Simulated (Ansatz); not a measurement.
## TiSi: single-point calculation

System: TiSi (Cmmm, 2 atoms in the cell).
Method: DFT PBEsol, scalar-relativistic, plane waves, PAW, no spin polarisation (Ansatz 0.2.0).

The structure derives from a Materials Project entry. It belongs to a series of runs on one base structure; here: strain +0.015 along x and y, -0.015 along z, atoms carried along. Figures and captions count atoms from 1; the log counts them from 0 in places.

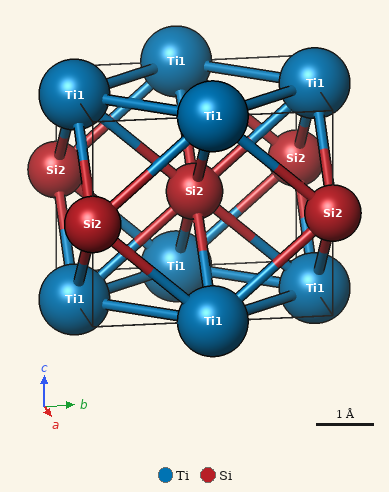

**Figure 1.** The structure as given in the input (ball-and-stick view of the cell 2 times as large as that of the calculation, set on its symmetry axes, seen slightly off an axis; atoms are numbered from 1 in the order of the input). An atom can appear more than once, as a periodic image.

**Key numbers**

```json
{"quantity": "outcome", "value": "converged"}
{"quantity": "space group (tolerance 0.01 Å)", "value": "Cmmm (65)"}
{"quantity": "electrons treated", "value": "16"}
{"quantity": "free energy", "value": "−3096.6055 eV"}
{"quantity": "Fermi energy", "value": "13.009 eV"}
{"quantity": "gap on the k-point mesh", "value": "none (metallic)"}
{"quantity": "pressure", "value": "−5.55 GPa"}
{"quantity": "largest force (length of the vector)", "value": "under 0.001 eV/Å"}
{"quantity": "hardware", "value": "1 thread of AMD EPYC (Zen 3), 32 GiB of memory available, shared host"}
{"quantity": "wall time", "value": "19 s"}
{"quantity": "peak memory", "value": "0.54 GiB"}
```

**Input file**
```yaml
crystal:
  lattice:
    - [1.84342067, -2.14938836, 0.0]
    - [1.84342067, 2.14938836, 0.0]
    - [0.0, 0.0, 3.74687499]
  atoms:
    - { symbol: Ti, position: [0.5, 0.5, 0.0] }
    - { symbol: Si, position: [0.0, 0.0, 0.5] }
basis:
  ecutwfc: 420
kpoints:
  mp_grid: { grid: [18, 18, 12] }
hamiltonian:
  xc: pbesol
scf:
  occupations: { method: gaussian, width: 0.15 }
output:
  forces: true
  stress: true
  eigenvalues: true
  write_density: true
  write_potential: true
  elf: true
  volumetric_format: npy
```

Launch command:
```bash
ansatz run input.yaml --threads 1 --pin off --max-ram 2560MiB --backend cpu --events-out ev --progress --plain --runs-dir out
```

**Output**
```
Engine: ansatz 0.2.0, x86_64-unknown-linux-gnu
Pseudopotentials: kind: paw
Pseudopotential: Ti, paw, valence charge 12, recommended cutoff 420 eV (normal), Ti.paw.azcp
Pseudopotential: Si, paw, valence charge 4, recommended cutoff 420 eV (normal), Si.paw.azcp
Functional definition: PBEsol
  exchange = pbesol_x
  correlation = pbesol_c
Crystal: 2 atoms, lattice volume = 29.692 Å³
Basis set: ecut = 420 eV, 577 PW (Γ), exchange–correlation on 40×40×54 points (8 copies of the dense FFT grid, shifted against one another)
Bands: 12, of which v1, the nominal top of the filled ones, is band 8 counted from 1 (7 counted from 0)
Symmetry: 8 space group operations
Space group: Cmmm (ITA 65), of the structure as read, at distance tolerance 3.1e-5 Å
k-points: 637 of 3888
Non-local potential: Ti, projectors of the file, l = 0: 3, l = 1: 2, l = 2: 3, l = 3: 1
Non-local potential: Si, projectors of the file, l = 0: 2, l = 1: 2, l = 2: 2
PAW form: soft (Blöchl's): semilocal exchange-correlation on the pseudo side does not see the compensation charge
PAW frozen core: Ti, regenerated for the run's functional, and the local potential with it (the file was generated under x = pbe(κ = 0.804, μ = 0.2195149727645171), c = pbe(β = 0.06672455060314922))
PAW frozen core: Si, regenerated for the run's functional, and the local potential with it (the file was generated under x = pbe(κ = 0.804, μ = 0.2195149727645171), c = pbe(β = 0.06672455060314922))
PAW one-centre angular grid: Ti, 590 points (default); XC on 64 Gauss nodes
PAW one-centre angular grid: Si, 110 points (default); XC on 64 Gauss nodes
Initial density: superposition of atomic densities (neutral atoms: chi_scale 0, normalization atom), corrected by the library's trained network
Initial wavefunctions: pseudopotential atomic-orbital guess
Functional: x = pbesol(κ = 0.804, μ = 0.12345679012345678), c = pbesol(β = 0.046)
SCF iter   1: F=—  HF=-3096.608305 eV  |F-HF|=—  |Δ(HF+E_count)|=         —  Δρ=6.54e-3  dr2=9.57e-3  ethr=1.77e-3  ⟨swp⟩=5.0  Hψ=40591  notcnv=0
preconditioner: auto → none  [metal: Δε(μ)=0.006 eV  Ē_g=6.133 eV  σ=0.150 eV  W_gap=0.02  n_scr=6 (ndim 8)  ℏωp=19.3 eV  f_vac=0.000  D(μ)=1.20/eV (n_scr^D=6)  sad-step TF]
SCF iter   2: F=—  HF=-3096.606037 eV  |F-HF|=—  |Δ(HF+E_count)|=   2.27e-3  Δρ=3.19e-3  dr2=2.34e-3  ethr=5.98e-5  ⟨swp⟩=1.1  Hψ=12824  notcnv=0
SCF iter   3: F=—  HF=-3096.605511 eV  |F-HF|=—  |Δ(HF+E_count)|=   5.27e-4  Δρ=2.26e-4  dr2=9.76e-6  ethr=1.46e-5  ⟨swp⟩=3.0  Hψ=12978  notcnv=0
SCF iter   4: F=—  HF=-3096.605454 eV  |F-HF|=—  |Δ(HF+E_count)|=   5.69e-5  Δρ=5.27e-5  dr2=1.29e-6  ethr=6.10e-8  ⟨swp⟩=2.0  Hψ=10443  notcnv=0
iter 5 did not close the SCF: its close was put off for the readings that it lacked (scf_convergence_deferred on its scf_iter line)
SCF iter   5: F=-3096.605453 eV  HF=-3096.605453 eV  |F-HF|=8.93e-9  |Δ(HF+E_count)|=   4.04e-7  Δρ=1.18e-5  dr2=2.06e-8  ethr=8.06e-9  ⟨swp⟩=2.0  Hψ=10067  notcnv=0
SCF iter   6: F=-3096.605453 eV  HF=-3096.605453 eV  |F-HF|=1.41e-9  |Δ(HF+E_count)|=   1.23e-8  Δρ=2.87e-6  dr2=2.06e-9  ethr=1.29e-10  ⟨swp⟩=4.4  Hψ=36315  notcnv=0
the search or the solves at the SCF's close seem to have found levels that the self-consistency loop had missed (the run counts 2). By its estimate they hold under 1e-12 electrons; where the run keeps them, the occupations were computed again with them
SCF 1 converged in 6 iterations: F = -3096.605453 eV  dr2 = 2.06e-9
  greatest PAW one-centre occupation: 0.999 electrons in one spin orbital (limit 2), on the Ti atom at site 0 (counted from 0), in its partial waves of l = 0
```

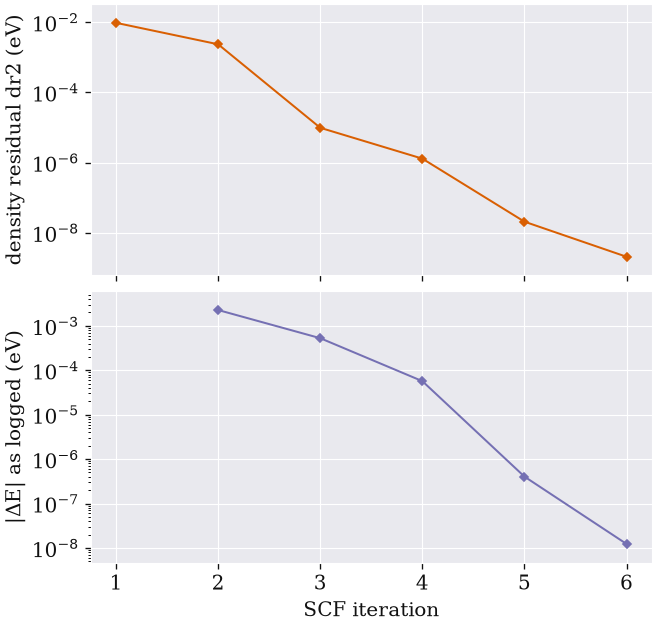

**Figure 2.** Convergence of the self-consistent field: density residual dr2 and size of the energy change against the SCF iteration. The residual falls at every step.

```
SCF converged after 6 iterations
Free energy (F): -3096.605453 eV
Harris-Foulkes:  -3096.605453 eV  (|F-HF|=1.41e-9)
Internal energy: -3096.591671 eV  (E = F + TS)
E sigma→0 (E₀):  -3096.598562 eV
Entropy (-TS):   -0.013783 eV (-6.891 meV/atom)
Fermi energy:    13.008587 eV
--- Per-component energies (eV) ---
  E_band       = -132.680108
  E_kinetic    = 315.641890
  E_local      = -961.590485  (includes V_loc(G=0)·N_el)
  E_nonlocal   = 35.103691
  E_hartree    = 411.193567
  E_xc         = -153.244496
  E_vxc        = -170.803562  (∫ρ·V_xc dr)
  E_paw        = -1521.631564  (= ΣΔE_a)
  E_vpaw       = -173.417264  (= ΣTr[D̂ρ^β])
  E_aug_tail   = 0.000137  (compensation charges beyond the density's cutoff)
  E_ewald      = -1222.235357
  E_core_change = 0.170945  (= ΣΔE_core)
  E_smearing   = -0.013783  (= −TS)
  E_closure    = 0.000000  (closes the sum)
  Σ components = -3096.605453   (vs F -3096.605453, Δ=0.00e0)
--- Forces (eV/Å), atoms counted from 1 ---
  atom   1  Ti    -0.00000000     0.00000000     0.00000000
  atom   2  Si    -0.00000000     0.00000000     0.00000000
  max |Σ_I F_I| component: 1.28e-29 eV/Å
--- Stress (GPa, compression-positive) ---
       -6.984489       0.000000       0.000000
        0.000000      -6.304514       0.000000
        0.000000       0.000000      -3.370988
  P = ⅓ Tr σ = -5.5533 GPa (-55.533 kbar)
--- Band table (eV; the first three rows and the last of 637) ---
  k-point 0: bands = ["-43.4527", "-19.9556", "-19.5915", "-19.4918", "1.4682", "10.7354", "11.7001", "11.9096", "14.6048", "15.2700", "15.7603", "17.8461"]
  k-point 1: bands = ["-43.4525", "-19.9589", "-19.5914", "-19.4917", "1.5375", "10.1994", "11.9304", "12.1061", "14.4848", "15.2064", "15.7661", "18.0632"]
  k-point 2: bands = ["-43.4521", "-19.9677", "-19.5910", "-19.4914", "1.7390", "9.2978", "11.9886", "12.6608", "14.2082", "15.0485", "15.7818", "18.6262"]
  k-point 636: bands = ["-43.3353", "-19.9815", "-19.9223", "-19.8711", "8.2477", "9.2145", "9.6173", "9.7784", "15.2091", "15.4934", "15.7106", "17.0244"]
```

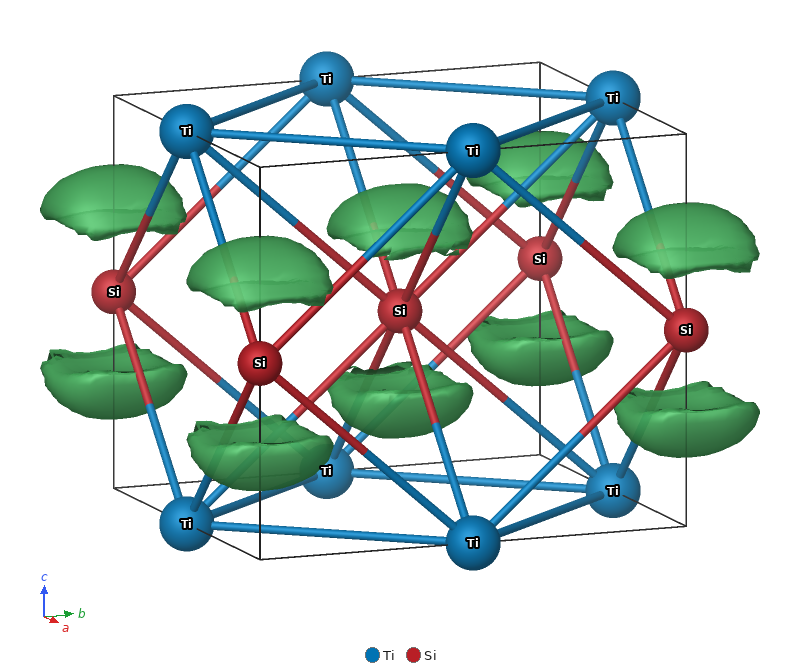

**Figure 3.** Isosurface of the ELF at 0.75 (green), seen slightly off an axis. Core shells and regions of very low density are left out. Sticks mark near contacts. The outline is the cell set on symmetry axes. Profiles from the grid: Ti–Si (2.63 Å): the ELF is about 0.40 at the midpoint. Ti–Ti (2.83 Å): the ELF is about 0.30 at the midpoint (no localised pair between them). The fields are those of the smooth PAW valence density.

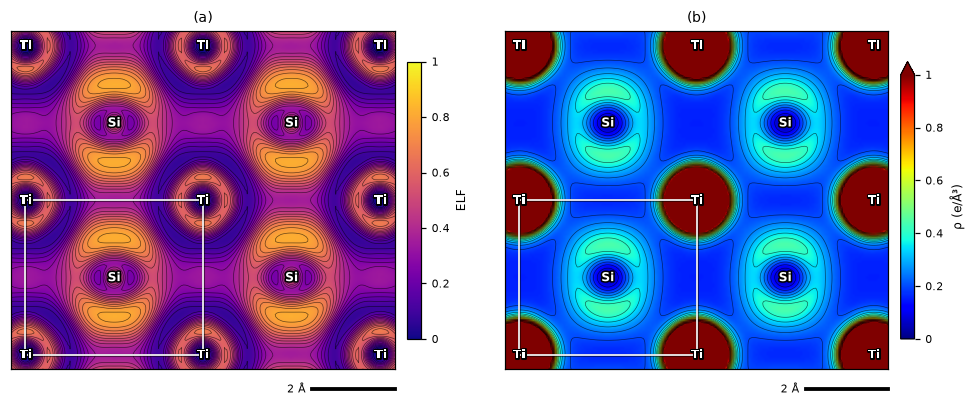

**Figure 4.** (a) electron localisation function; (b) valence charge density (pseudo) on the (100) plane of the conventional cell. Atoms in the plane: Ti and Si. Ti–Si (2.85 Å): ρ at the midpoint is about 0.22 e/Å³; the ELF is about 0.35 at the midpoint. Away from the nuclei the density in this plane falls to 0.16 e/Å³ at its lowest. The strong features right at Ti lie inside the PAW spheres (semicore, d or f shells) and say nothing about bonding.
